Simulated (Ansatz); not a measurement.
The coordinates of a crystal:

```cif
data_structure
_symmetry_space_group_name_H-M 'P -1'
_symmetry_Int_Tables_number 2
_cell_length_a 6.7397
_cell_length_b 8.7009
_cell_length_c 8.7009
_cell_angle_alpha 113.578
_cell_angle_beta 104.963
_cell_angle_gamma 104.963
_cell_volume 412.41
loop_
_atom_site_label
_atom_site_type_symbol
_atom_site_symmetry_multiplicity
_atom_site_Wyckoff_symbol
_atom_site_fract_x
_atom_site_fract_y
_atom_site_fract_z
_atom_site_occupancy
Sr1 Sr 2 i 0.63468 0.57506 0.85270 1
Sr2 Sr 2 i 0.92900 0.72406 0.57327 1
Sr3 Sr 2 i 0.22021 0.87011 0.29467 1
Sr4 Sr 1 d 0.50000 0.00000 0.00000 1
Ti1 Ti 2 i 0.84978 0.42440 0.15650 1
Ti2 Ti 2 i 0.56499 0.28417 0.43825 1
Ti3 Ti 2 i 0.71526 0.85914 0.28335 1
Ti4 Ti 1 a 0.00000 0.00000 0.00000 1
O1 O 2 i 0.26610 0.63486 0.69961 1
O2 O 2 i 0.58684 0.77969 0.42686 1
O3 O 2 i 0.84868 0.94606 0.14508 1
O4 O 2 i 0.15359 0.57686 0.33117 1
O5 O 2 i 0.41456 0.70830 0.07087 1
O6 O 2 i 0.71076 0.85512 0.78490 1
O7 O 1 b 0.00000 0.00000 0.50000 1
O8 O 2 i 0.94325 0.22760 0.05748 1
O9 O 2 i 0.19880 0.35618 0.80452 1
O10 O 2 i 0.63776 0.07021 0.36423 1
O11 O 1 h 0.50000 0.50000 0.50000 1
```

> Work out the structure from the coordinates.

Composition: Sr7Ti7O20. The cell comprises 1 formula unit: 7 Sr, 7 Ti, 20 O. Around each O lie four Sr and two Ti in a distorted octahedral arrangement (2.59 to 3.01 Å to Sr, 1.80 to 2.05 Å to Ti). The bonds build a three-dimensional framework.

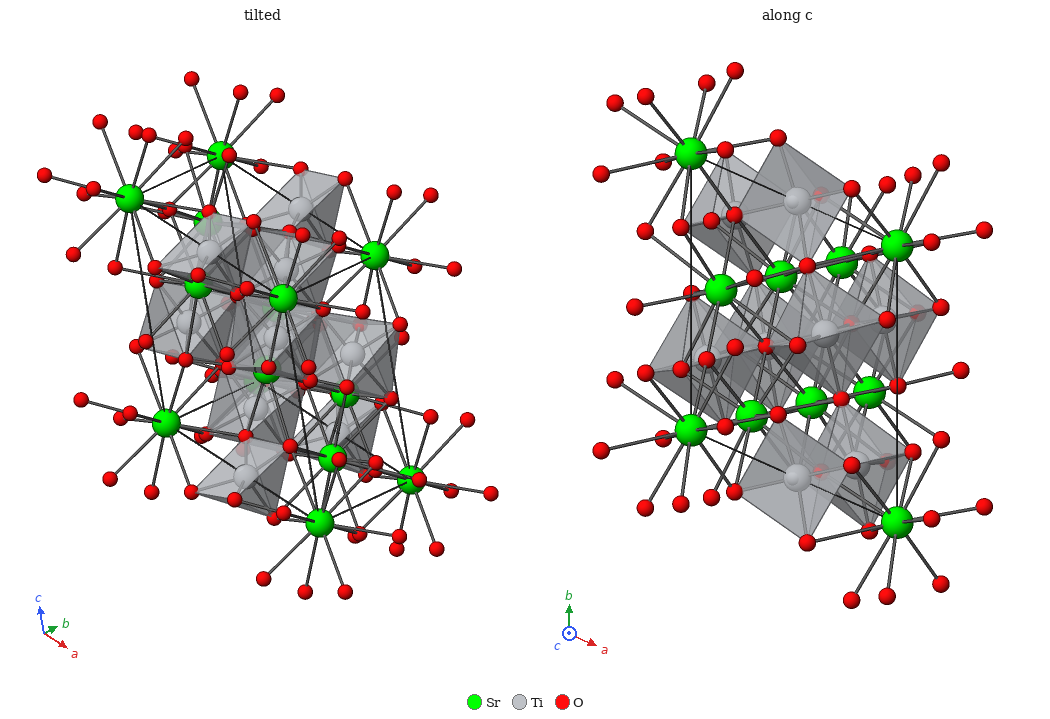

Polyhedral representation of a periodic structure, projected slightly off an axis and along the c axis. The lines enclose the simulation cell; boundary atoms appear with their images. A few atoms beyond the faces are included. Colours: strontium green, titanium light grey, oxygen red.

The structure was taken from a structure listed in the Materials Project, repeated into a supercell with a point defect put in. The atoms were relaxed in a fixed cell with DFT PBEsol, scalar-relativistic, plane waves, PAW in Ansatz 0.2.0.
